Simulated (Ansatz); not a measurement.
Cell and atoms:

Space group Pmma (No. 51). a = 5.101 Å, b = 2.646 Å, c = 2.774 Å, α = 90.00°, β = 90.00°, γ = 90.00°
```json
{"atom": "Ge", "site": "2e", "symmetry": "mm2", "x": "0.7500", "y": "0.0000", "z": "0.3942"}
```

Say what kind of structure these coordinates give.

Answer. The element is germanium. The structure has Pmma (No. 51) symmetry and a primitive orthorhombic lattice. The cell holds two atoms. The neighbours of Ge are six Ge at 2.62 to 2.77 Å. The bonds build a three-dimensional framework.

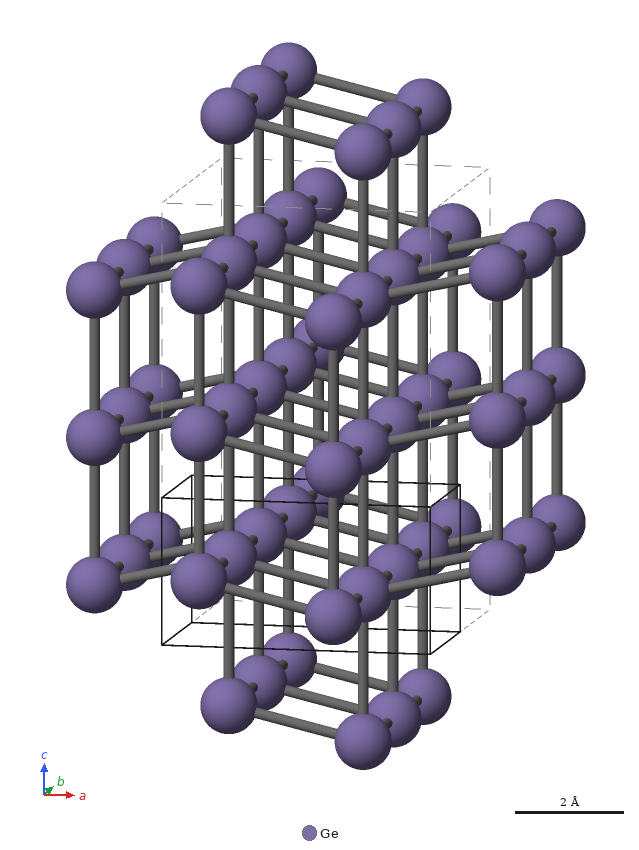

An orthographic ball-and-stick view of the structure, slightly off an axis. The picture spans 1×2×3 cells, one conventional unit cell being drawn with solid lines. Periodic images bonded to atoms of the box are shown as well.

Source of the structure: a structure listed in the Materials Project. The cell was then strained or its atoms displaced on purpose. Ansatz was used for an electronic-structure calculation on it.
